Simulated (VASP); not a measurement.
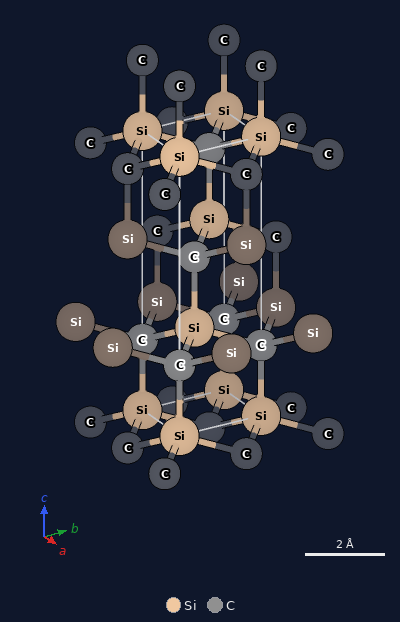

Fig. 1: The structure as given in the input (ball-and-stick view of the cell 3 times as large as that of the calculation, set on its symmetry axes, seen slightly off an axis; neighbours outside the cell are drawn fainter). Near neighbours in the crystal (not all of them lie inside the picture): Si has 4 C at 1.84 to 1.87 Å; C has 4 Si at 1.84 to 1.87 Å.

## Band-structure calculation of SiC

System: SiC (R3m, 2 atoms in the cell).
Method: DFT, PBE, plane waves, PAW (VASP 6.6.1).

The structure was built on a prototype by a generator. The geometry comes from this level: r2SCAN (a point of a series of strains). It belongs to a series of runs on one base structure; here: shear_111 strain -3.8%.

OSZICAR
```
N       E                     dE             d eps       ncg     rms          rms(c)
DAV:   1     0.344060651928E+01    0.34406E+01   -0.40074E+03  2656   0.612E+02
DAV:   2    -0.163836154422E+02   -0.19824E+02   -0.19119E+02  3226   0.112E+02
DAV:   3    -0.169585762622E+02   -0.57496E+00   -0.57388E+00  3136   0.157E+01
DAV:   4    -0.169606161500E+02   -0.20399E-02   -0.20398E-02  2901   0.120E+00
DAV:   5    -0.169606249032E+02   -0.87532E-05   -0.87527E-05  3125   0.722E-02    0.924E+00
DAV:   6    -0.150578803696E+02    0.19027E+01   -0.65735E+00  2891   0.117E+01    0.413E+00
DAV:   7    -0.149947531554E+02    0.63127E-01   -0.43876E-01  3093   0.376E+00    0.186E+00
DAV:   8    -0.149865918213E+02    0.81613E-02   -0.21517E-02  2900   0.976E-01    0.173E-01
DAV:   9    -0.149866986171E+02   -0.10680E-03   -0.16250E-03  3171   0.237E-01    0.114E-01
DAV:  10    -0.149867985253E+02   -0.99908E-04   -0.21863E-04  2825   0.924E-02    0.284E-02
DAV:  11    -0.149868025134E+02   -0.39881E-05   -0.33626E-05  3047   0.322E-02    0.776E-03
DAV:  12    -0.149868026492E+02   -0.13585E-06   -0.16567E-06  2954   0.799E-03    0.143E-03
DAV:  13    -0.149868027197E+02   -0.70462E-07   -0.15271E-07  2894   0.267E-03
   1 F= -.14986803E+02 E0= -.14986803E+02  d E =-.554513E-13
       N       E                     dE             ncg
DAV:   1     0.896475923371E+03   -0.16925E+04      148
DAV:   2     0.794750886049E+03   -0.10173E+03      179
DAV:   3     0.792652173299E+03   -0.20987E+01      168
DAV:   4     0.792645767753E+03   -0.64055E-02      153
DAV:   5     0.792645740640E+03   -0.27113E-04      165
DAV:   6     0.792645740477E+03   -0.16228E-06      158
DAV:   7     0.792645740477E+03   -0.71327E-09      154
```

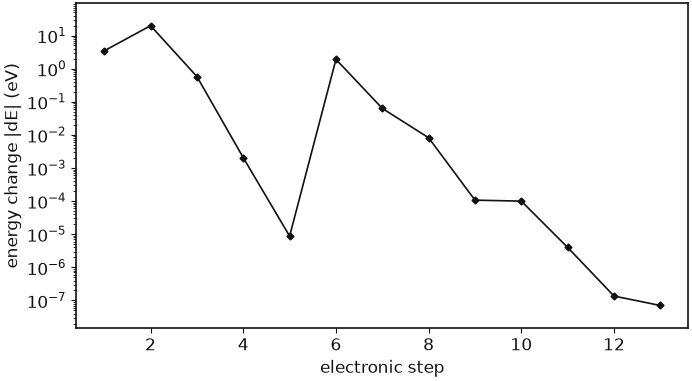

Fig. 2: Convergence of the self-consistent field: energy change |dE| against the electronic step. It takes 13 electronic steps. The density is held fixed in the first few steps, and dE rises again when its update begins.

Parts of OUTCAR
```
k-points           NKPTS =    116   k-points in BZ     NKDIM =    116   number of bands    NBANDS=     11

   NELECT =       8.0000    total number of electrons

   dimension x,y,z NGX =    24 NGY =   24 NGZ =   24
   dimension x,y,z NGXF=    48 NGYF=   48 NGZF=   48

  energy-cutoff  :      520.00
  volume of cell :       19.89
      direct lattice vectors                 reciprocal lattice vectors
    -0.054451309  2.123601039  2.123601039    -0.226581558  0.232544230  0.232544230
     2.123601039 -0.054451309  2.123601039     0.232544230 -0.226581558  0.232544230
     2.123601039  2.123601039 -0.054451309     0.232544230  0.232544230 -0.226581558

 k-points in reciprocal lattice and weights: KPOINTS created by Atomic Simulation Env
   0.00000000  0.00000000  0.00000000       0.001
   0.10000000 -0.00000000 -0.00000000       0.006
   0.20000000 -0.00000000 -0.00000000       0.006
   0.30000000  0.00000000  0.00000000       0.006
   0.40000000 -0.00000000 -0.00000000       0.006
   0.50000000  0.00000000 -0.00000000       0.003
   0.10000000  0.10000000 -0.00000000       0.006
   0.20000000  0.10000000 -0.00000000       0.012
   0.30000000  0.10000000 -0.00000000       0.012
   0.40000000  0.10000000 -0.00000000       0.012
   0.50000000  0.10000000  0.00000000       0.012
  -0.40000000  0.10000000  0.00000000       0.012
  -0.30000000  0.10000000  0.00000000       0.012
  -0.20000000  0.10000000 -0.00000000       0.012
  -0.10000000  0.10000000  0.00000000       0.006
   0.20000000  0.20000000 -0.00000000       0.006
   0.30000000  0.20000000 -0.00000000       0.012
   0.40000000  0.20000000 -0.00000000       0.012
   0.50000000  0.20000000 -0.00000000       0.012
  -0.40000000  0.20000000 -0.00000000       0.012
  -0.30000000  0.20000000  0.00000000       0.012
  -0.20000000  0.20000000  0.00000000       0.006
   0.30000000  0.30000000 -0.00000000       0.006
   0.40000000  0.30000000 -0.00000000       0.012
   0.50000000  0.30000000 -0.00000000       0.012
  -0.40000000  0.30000000  0.00000000       0.012
  -0.30000000  0.30000000  0.00000000       0.006
   0.40000000  0.40000000 -0.00000000       0.006
   0.50000000  0.40000000 -0.00000000       0.012
  -0.40000000  0.40000000  0.00000000       0.006
   0.50000000  0.50000000 -0.00000000       0.003
   0.10000000  0.10000000  0.10000000       0.002
   0.20000000  0.10000000  0.10000000       0.006
   0.30000000  0.10000000  0.10000000       0.006
   0.40000000  0.10000000  0.10000000       0.006
   0.50000000  0.10000000  0.10000000       0.006
  -0.40000000  0.10000000  0.10000000       0.006
  -0.30000000  0.10000000  0.10000000       0.006
  -0.20000000  0.10000000  0.10000000       0.006
  -0.10000000  0.10000000  0.10000000       0.006
   0.20000000  0.20000000  0.10000000       0.006
   0.30000000  0.20000000  0.10000000       0.012
   0.40000000  0.20000000  0.10000000       0.012
   0.50000000  0.20000000  0.10000000       0.012
  -0.40000000  0.20000000  0.10000000       0.012
  -0.30000000  0.20000000  0.10000000       0.012
  -0.20000000  0.20000000  0.10000000       0.012
  -0.10000000  0.20000000  0.10000000       0.012
   0.30000000  0.30000000  0.10000000       0.006
   0.40000000  0.30000000  0.10000000       0.012
   0.50000000  0.30000000  0.10000000       0.012
  -0.40000000  0.30000000  0.10000000       0.012
  -0.30000000  0.30000000  0.10000000       0.012
  -0.20000000  0.30000000  0.10000000       0.012
  -0.10000000  0.30000000  0.10000000       0.012
   0.40000000  0.40000000  0.10000000       0.006
   0.50000000  0.40000000  0.10000000       0.012
  -0.40000000  0.40000000  0.10000000       0.012
  -0.30000000  0.40000000  0.10000000       0.012
  -0.20000000  0.40000000  0.10000000       0.012
  -0.10000000  0.40000000  0.10000000       0.012
   0.50000000  0.50000000  0.10000000       0.006
  -0.40000000  0.50000000  0.10000000       0.012
  -0.30000000  0.50000000  0.10000000       0.012
  -0.20000000  0.50000000  0.10000000       0.012
  -0.10000000  0.50000000  0.10000000       0.006
  -0.40000000 -0.40000000  0.10000000       0.006
  -0.30000000 -0.40000000  0.10000000       0.012
  -0.20000000 -0.40000000  0.10000000       0.012
  -0.30000000 -0.30000000  0.10000000       0.006
  -0.20000000 -0.30000000  0.10000000       0.012
  -0.20000000 -0.20000000  0.10000000       0.006
   0.20000000  0.20000000  0.20000000       0.002
   0.30000000  0.20000000  0.20000000       0.006
   0.40000000  0.20000000  0.20000000       0.006
   0.50000000  0.20000000  0.20000000       0.006
  -0.40000000  0.20000000  0.20000000       0.006
  -0.30000000  0.20000000  0.20000000       0.006
  -0.20000000  0.20000000  0.20000000       0.006
   0.30000000  0.30000000  0.20000000       0.006
   0.40000000  0.30000000  0.20000000       0.012
   0.50000000  0.30000000  0.20000000       0.012
  -0.40000000  0.30000000  0.20000000       0.012
  -0.30000000  0.30000000  0.20000000       0.012
  -0.20000000  0.30000000  0.20000000       0.012
   0.40000000  0.40000000  0.20000000       0.006
   0.50000000  0.40000000  0.20000000       0.012
  -0.40000000  0.40000000  0.20000000       0.012
  -0.30000000  0.40000000  0.20000000       0.012
  -0.20000000  0.40000000  0.20000000       0.012
   0.50000000  0.50000000  0.20000000       0.006
  -0.40000000  0.50000000  0.20000000       0.012
  -0.30000000  0.50000000  0.20000000       0.012
  -0.20000000  0.50000000  0.20000000       0.006
  -0.40000000 -0.40000000  0.20000000       0.006
  -0.30000000 -0.40000000  0.20000000       0.012
  -0.30000000 -0.30000000  0.20000000       0.006
   0.30000000  0.30000000  0.30000000       0.002
   0.40000000  0.30000000  0.30000000       0.006
   0.50000000  0.30000000  0.30000000       0.006
  -0.40000000  0.30000000  0.30000000       0.006
  -0.30000000  0.30000000  0.30000000       0.006
   0.40000000  0.40000000  0.30000000       0.006
   0.50000000  0.40000000  0.30000000       0.012
  -0.40000000  0.40000000  0.30000000       0.012
  -0.30000000  0.40000000  0.30000000       0.012
   0.50000000  0.50000000  0.30000000       0.006
  -0.40000000  0.50000000  0.30000000       0.012
  -0.30000000  0.50000000  0.30000000       0.006
  -0.40000000 -0.40000000  0.30000000       0.006
   0.40000000  0.40000000  0.40000000       0.002
   0.50000000  0.40000000  0.40000000       0.006
  -0.40000000  0.40000000  0.40000000       0.006
   0.50000000  0.50000000  0.40000000       0.006
  -0.40000000  0.50000000  0.40000000       0.006
   0.50000000  0.50000000  0.50000000       0.001

 E-fermi :   9.2981

 k-point     1 :       0.0000    0.0000    0.0000
  band No.  band energies     occupation
      1      -7.1606      2.00000
      2       8.4302      2.00000
      3       8.4302      2.00000
      4       8.8237      2.00000
      5      14.9668      0.00000
      6      15.8727      0.00000
      7      15.8727      0.00000
      8      17.0189      0.00000
      9      23.3039      0.00000
     10      23.3039      0.00000
     11      25.6432      0.00000

 k-point     2 :       0.1000   -0.0000   -0.0000
  band No.  band energies     occupation
      1      -6.9628      2.00000
      2       7.4291      2.00000
      3       8.3114      2.00000
      4       8.6512      2.00000
      5      15.3087      0.00000
      6      16.1276      0.00000
      7      16.1871      0.00000
      8      17.1798      0.00000
      9      22.2627      0.00000
     10      22.4738      0.00000
     11      25.2528      0.00000

 k-point     3 :       0.2000   -0.0000   -0.0000
  band No.  band energies     occupation
      1      -6.3778      2.00000
      2       5.2670      2.00000
      3       8.0386      2.00000
      4       8.3288      2.00000
      5      15.1691      0.00000
      6      16.5378      0.00000
      7      16.9459      0.00000
      8      17.8253      0.00000
      9      21.4422      0.00000
     10      21.9994      0.00000
     11      24.3782      0.00000

 k-point     4 :       0.3000    0.0000    0.0000
  band No.  band energies     occupation
      1      -5.4410      2.00000
      2       2.9113      2.00000
      3       7.7585      2.00000
      4       7.9997      2.00000
      5      14.8310      0.00000
      6      16.4396      0.00000
      7      16.8374      0.00000
      8      18.6356      0.00000
      9      22.1361      0.00000
     10      22.9548      0.00000
     11      24.2215      0.00000

 k-point     5 :       0.4000   -0.0000   -0.0000
  band No.  band energies     occupation
      1      -4.2790      2.00000
      2       0.8207      2.00000
      3       7.5658      2.00000
      4       7.7703      2.00000
      5      14.5885      0.00000
      6      16.0542      0.00000
      7      16.4491      0.00000
      8      18.9075      0.00000
      9      24.0169      0.00000
     10      24.4600      0.00000
     11      25.3526      0.00000

 [... the levels of 110 k-points are left out ...]

 k-point   116 :       0.5000    0.5000    0.5000
  band No.  band energies     occupation
      1      -3.1627      2.00000
      2      -0.0457      2.00000
      3       7.2428      2.00000
      4       7.2428      2.00000
      5      13.8058      0.00000
      6      15.5781      0.00000
      7      15.5781      0.00000
      8      18.6154      0.00000
      9      25.3954      0.00000
     10      26.4325      0.00000
     11      26.4325      0.00000

  Total        1.6054628      1.6054628      1.6054628      0.8277872      0.8277872      0.8277872
  in kB      129.3228181    129.3228181    129.3228181     66.6796993     66.6796993     66.6796993
  external PRESSURE =     129.3228181 kB  Pullay stress =       0.0000000 kB

 POSITION                                       TOTAL-FORCE (eV/Angst)
 -----------------------------------------------------------------------------------
      4.18653      4.18653      4.18653        -0.024568     -0.024568     -0.024568
      1.05440      1.05440      1.05440         0.024568      0.024568      0.024568
 -----------------------------------------------------------------------------------
    total drift:                                0.000065      0.000065      0.000065

  FREE ENERGIE OF THE ION-ELECTRON SYSTEM (eV)
  ---------------------------------------------------
  free  energy   TOTEN  =       -14.9868027197 eV

  energy  without entropy=      -14.9868027197  energy(sigma->0) =      -14.98680272
```

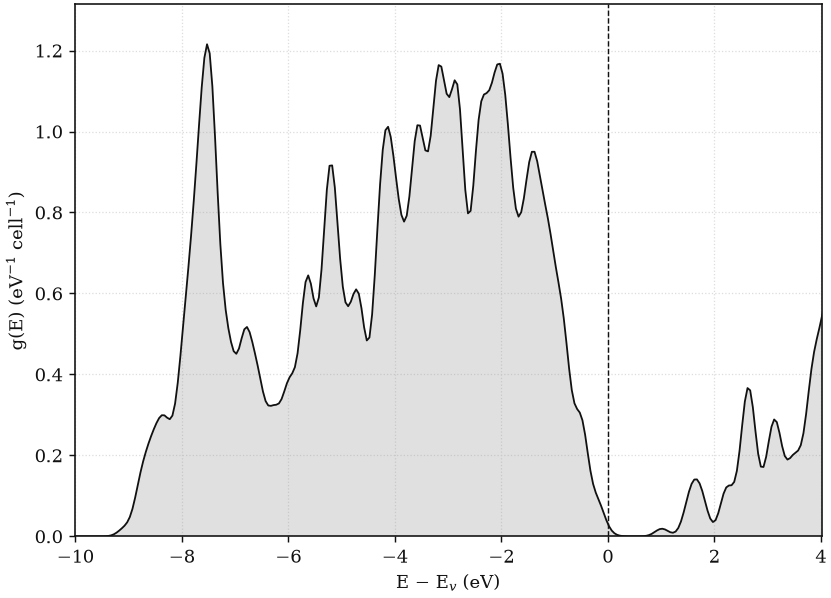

Fig. 3: Density of states (the curve is built from the levels of the k mesh with Gaussians 0.3 eV wide, which also blur the band edges), with energies from the valence-band top. There is a gap of 1.02 eV on the k-point mesh. Small ripples come from the finite k-point mesh.

This output came from the following input.

INCAR
```
ENCUT = 520.000000
SIGMA = 0.020000
EDIFF = 1.00e-07
GGA = PE
PREC = Accurate
IBRION = -1
ISIF = 2
ISMEAR = -1
NBANDS = 11
NELM = 120
NSW = 0
LASPH = .TRUE.
LCHARG = .FALSE.
LWAVE = .FALSE.
LREAL = .FALSE.
```

KPOINTS
```
KPOINTS created by Atomic Simulation Environment
0
Gamma
10 10 10
0 0 0
```

KPOINTS_OPT
```
special points
6
Reciprocal
0.0000000000 0.0000000000 0.0000000000 1
-0.5000000000 -0.5000000000 0.0000000000 1
-0.3750000000 -0.3750000000 0.2500000000 1
-0.3750000000 0.0000000000 0.3750000000 1
0.0000000000 0.0000000000 0.5000000000 1
-0.5000000000 -0.2500000000 0.2500000000 1
```

POSCAR
```
Si C
 1.0000000000000000
    -0.0544513087000000    2.1236010390000000    2.1236010390000000
     2.1236010390000000   -0.0544513087000000    2.1236010390000000
     2.1236010390000000    2.1236010390000000   -0.0544513087000000
 Si  C
   1   1
Cartesian
 -0.0062170117911017 -0.0062170117911017 -0.0062170117911017
  1.0544047041161020  1.0544047041161020  1.0544047041161020
```

Command:
```bash
mpirun -np 1 vasp_std
```

Results in brief

| quantity | value |
| --- | --- |
| outcome | converged |
| space group (tolerance 0.01 Å) | R3m (160) |
| electrons treated | 8 |
| free energy | −14.9868 eV |
| Fermi energy | 9.298 eV |
| band gap | 1.02 eV |
| pressure | 12.93 GPa |
| largest force (length of the vector) | 0.043 eV/Å |
| hardware | 1 CPU thread, shared host |
| wall time | 7.1 s |
| peak memory | 0.15 GiB |

Remarks

The cell is under a pressure of 12.9 GPa at this level, so it is not at its equilibrium volume.
